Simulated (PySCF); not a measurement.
**A series of single points on Sb**

System: Sb (Pm-3m, 1 atom in the cell).
Method: Kohn-Sham DFT of a periodic cell in Gaussian orbitals, PBEsol, DZVP-MOLOPT-SR/GTH-PBE, no spin polarisation (PySCF 2.14.0).

The 7 runs differ only in the geometry, by an even scaling of the cell at fixed fractional positions. The structure derives from an entry of the Crystallography Open Database.

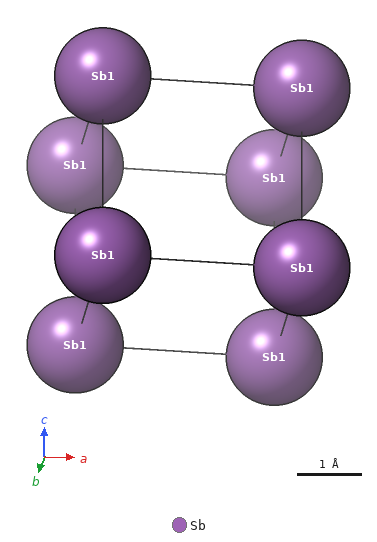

Figure 1. The structure of run 4 (spheres-only view of the cell of the calculation, seen at an oblique angle; atoms are numbered from 1 in the order of the input).

**Input of run 4**
```python
import json
import numpy as np
from pyscf.pbc import gto, scf, dft, df

cell = gto.Cell()
cell.a = '''
  3.1600000000    0.0000000000    0.0000000000
  0.0000000000    3.1600000000    0.0000000000
  0.0000000000    0.0000000000    3.1600000000'''
cell.atom = '''
Sb   0.0000000000    0.0000000000    0.0000000000'''
cell.unit = 'A'
cell.basis = 'DZVP-MOLOPT-SR-GTH-q5'
cell.pseudo = 'GTH-PBE-q5'
cell.ke_cutoff = 50  # hartree
cell.exp_to_discard = 0.02
cell.precision = 1e-08
cell.space_group_symmetry = True
cell.symmorphic = False
cell.max_memory = 2940  # MB
cell.verbose = 4
cell.build()

res = {}
kpts = cell.make_kpts([8, 8, 8], space_group_symmetry=True, time_reversal_symmetry=True)
cell.space_group_symmetry = False  # the mesh holds the operations; no search on the supercells of the integral code
mf = dft.KRKS(cell, kpts, xc='pbesol')
mf = mf.multigrid_numint()
mf = mf.smearing(sigma=0.00183747, method='fermi')  # hartree
mf.conv_tol = 1e-07
mf.max_cycle = 60

mf.kernel()
res.update(converged=bool(mf.converged), e_tot=mf.e_tot, nelec=cell.nelectron, nao=cell.nao, mesh=list(map(int, cell.mesh)), a=cell.lattice_vectors().tolist(), coords=cell.atom_coords().tolist(),
           mo_energy=[np.real(x).tolist() for x in mf.mo_energy], mo_occ=[np.real(x).tolist() for x in mf.mo_occ])
res.update(e_free=mf.e_free, e_zero=mf.e_zero)
res.update(kpts=kpts.kpts_scaled_ibz.tolist(), weights=kpts.weights_ibz.tolist())
res['parts'] = {k: float(np.real(v)) for k, v in mf.scf_summary.items() if np.isscalar(v)}
json.dump(res, open('results.json', 'w'))
if not mf.converged:
    raise SystemExit('SCF not converged')

print('levels (eV)')
for i, kp in enumerate(res['kpts'][:40]):
    print('k %7.4f %7.4f %7.4f  ' % tuple(kp), ' '.join('%.3f' % (x * 27.211386) for x in res['mo_energy'][i][:8]))

mf = mf.to_khf()  # unfold to the whole mesh
kpts = mf.kpts
# Mulliken populations
dm, s = np.asarray(mf.make_rdm1()), np.asarray(mf.get_ovlp())
sites = cell.aoslice_by_atom()[:, 2:]
tot = np.einsum('kij,kji->i', dm, s).real / len(kpts)
res['mulliken'] = [cell.atom_charge(i) - tot[a0:a1].sum() for i, (a0, a1) in enumerate(sites)]
print('Mulliken charges', np.round(res['mulliken'], 5))

# density of states, Gaussians of 0.15 eV
e = np.asarray(mf.mo_energy).real.reshape(1, -1) * 27.211386
ef = mf.get_fermi()
ef = np.max(ef) * 27.211386
x = np.arange(-15, 10.01, 0.1) + round(ef, 1)
dos = np.exp(-((x[:, None, None] - e) / 0.15) ** 2 / 2).sum(-1).T / (0.15 * np.sqrt(2 * np.pi) * len(kpts)) * 2
res.update(dos_e=x.tolist(), dos=dos.tolist())
for a, b in zip(x[::5], dos.T[::5]):
    print('%8.2f' % a, ' '.join('%9.4f' % y for y in b))

# density on a uniform mesh
grids = dft.gen_grid.UniformGrids(cell)
grids.mesh = [17, 17, 17]
grids.build()
ni = dft.numint.KNumInt()
rho = [ni.get_rho(cell, x, grids, kpts) for x in [dm]]
np.save('rho.npy', np.reshape(rho, (-1, *grids.mesh)))
res['done'] = True
json.dump(res, open('results.json', 'w'))
```

Command:
```bash
OMP_NUM_THREADS=2 python -u run.py > log
```

Run 5 has the same physical settings and fractional positions; its lattice vectors (Å) are:
```
   3.180928    0.000000    0.000000
   0.000000    3.180928    0.000000
   0.000000    0.000000    3.180928
```

**Results, with one run withheld**

```tsv
run	volume per atom (Å³)	free energy per atom, from the lowest run given (meV)
1	29.661	1.03
2	30.292	0.00
3	30.923	3.81
4	31.554	11.91
5	32.186	?
6	32.817	39.14
7	33.448	57.44
```

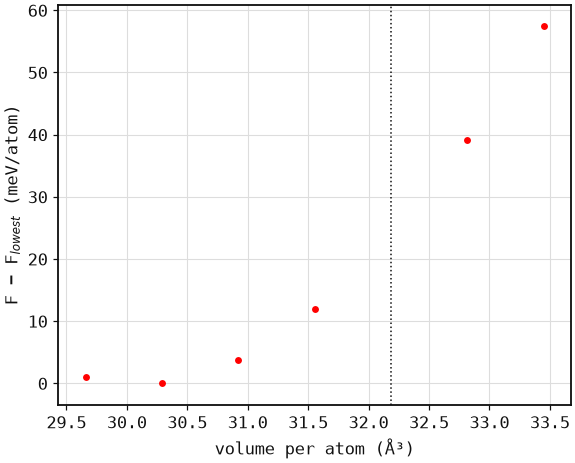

Figure 2. Free energy per atom of the runs given; the dotted line marks run 5.

Estimate the energy of run 5 from the others.

A cubic polynomial in V^(−2/3) (the Birch–Murnaghan form), fitted to the 6 runs given, misses them by under 0.01 meV per atom. With x = V^(−2/3) − 0.10047 Å⁻², it reads F = 9.5801 − 6795.1 x + 1.1658e+06 x² + 4.0075e+06 x³ (meV per atom). At run 5 it gives 23.84 meV per atom, and the run itself gives 23.84. The fit has its minimum at 30.101 Å³ per atom, where V d²F/dV² gives 60.6 GPa: the bulk modulus at this level, since symmetry fixes the shape and the positions.

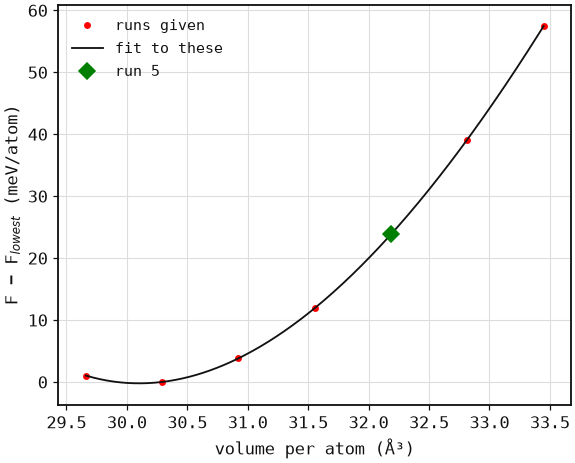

Figure 3. The fit and the withheld run.

**Output, shortened to warnings, some set-up lines, iterations and results (run 5)**
```
k-points in IBZ                         weights
[...]
cycle= 1 E= -5.51756649292548  delta_E= -0.106  |g|= 0.139  |ddm|= 11.5
cycle= 2 E= -5.51833207742633  delta_E= -0.000766  |g|= 0.0236  |ddm|= 1.59
cycle= 3 E= -5.51835467817994  delta_E= -2.26e-05  |g|= 7.71e-05  |ddm|= 0.21
cycle= 4 E= -5.51835467353134  delta_E= 4.65e-09  |g|= 2.31e-06  |ddm|= 0.000879
    sigma = 0.00183747  Optimized mu = 0.214026597671  entropy = 0.146837870513
nelec by numeric integration = 5.000000000007254
    Total E(T) = -5.51835467362553  Free energy = -5.51862448380746  E0 = -5.51848957871649
Extra cycle  E= -5.51835467362553  delta_E= -9.42e-11  |g|= 3.76e-07  |ddm|= 1.91e-05
converged SCF energy = -5.51835467362553
levels (eV)
k  0.0000  0.0000  0.0000   -5.872 9.053 9.053 9.053 13.325 13.325 24.596 27.031
k  0.5000  0.0000  0.0000   -3.719 0.721 10.828 10.828 15.083 18.534 18.534 19.313
k  0.5000  0.5000  0.0000   -1.454 2.662 2.662 9.814 12.551 19.503 20.314 20.314
k  0.5000  0.5000  0.5000   1.045 4.469 4.469 4.469 11.578 11.578 11.578 34.512
k  0.6250  0.0000  0.0000   -4.237 1.739 10.471 10.471 14.798 17.950 19.380 19.380
k  0.6250  0.5000  0.0000   -2.020 2.241 3.723 10.598 12.214 18.725 20.025 21.191
k  0.6250  0.5000  0.5000   0.376 4.094 4.094 5.630 11.299 12.429 12.429 31.271
k  0.6250  0.6250  0.0000   -2.564 3.171 3.402 11.397 11.869 18.209 20.816 20.936
k  0.6250  0.6250  0.5000   -0.242 3.705 4.984 5.459 12.025 12.207 13.311 30.135
k  0.6250  0.6250  0.6250   -0.826 4.607 4.607 5.198 12.877 13.009 13.009 29.820
k  0.7500  0.0000  0.0000   -5.081 4.045 9.787 9.787 14.151 16.392 20.353 21.604
k  0.7500  0.5000  0.0000   -2.907 1.486 6.061 11.553 12.731 17.383 19.370 23.464
k  0.7500  0.5000  0.5000   -0.591 3.396 3.396 8.030 10.656 14.685 14.685 26.069
k  0.7500  0.6250  0.0000   -3.433 2.509 5.620 11.199 13.417 17.239 20.191 22.872
k  0.7500  0.6250  0.5000   -1.173 2.987 4.460 7.632 11.421 14.358 15.578 25.511
k  0.7500  0.6250  0.6250   -1.730 3.906 4.167 7.207 12.226 15.200 15.212 25.019
k  0.7500  0.7500  0.0000   -4.284 4.672 4.987 10.519 14.662 17.213 21.997 22.073
k  0.7500  0.7500  0.5000   -2.075 2.246 6.503 7.190 13.155 14.116 17.786 23.703
k  0.7500  0.7500  0.6250   -2.611 3.271 6.121 6.696 14.079 14.772 17.372 23.440
k  0.7500  0.7500  0.7500   -3.473 5.411 5.411 6.025 15.914 16.855 16.855 22.808
k  0.8750  0.0000  0.0000   -5.675 6.920 9.248 9.248 13.557 15.053 18.681 24.628
k  0.8750  0.5000  0.0000   -3.520 0.922 8.895 11.023 15.701 16.220 18.769 20.717
k  0.8750  0.5000  0.5000   -1.236 2.856 2.856 10.053 10.819 17.845 17.845 21.605
k  0.8750  0.6250  0.0000   -4.038 1.941 8.468 10.666 15.434 16.758 19.604 19.951
k  0.8750  0.6250  0.5000   -1.805 2.438 3.919 10.426 10.827 17.524 18.633 21.092
k  0.8750  0.6250  0.6250   -2.352 3.365 3.604 10.004 11.623 18.171 18.367 20.670
k  0.8750  0.7500  0.0000   -4.881 4.246 7.704 9.982 14.900 17.177 19.646 21.802
k  0.8750  0.7500  0.5000   -2.696 1.686 6.250 9.701 12.928 16.902 19.508 21.005
k  0.8750  0.7500  0.6250   -3.224 2.709 5.815 9.263 13.710 17.554 19.261 20.611
[...]
```
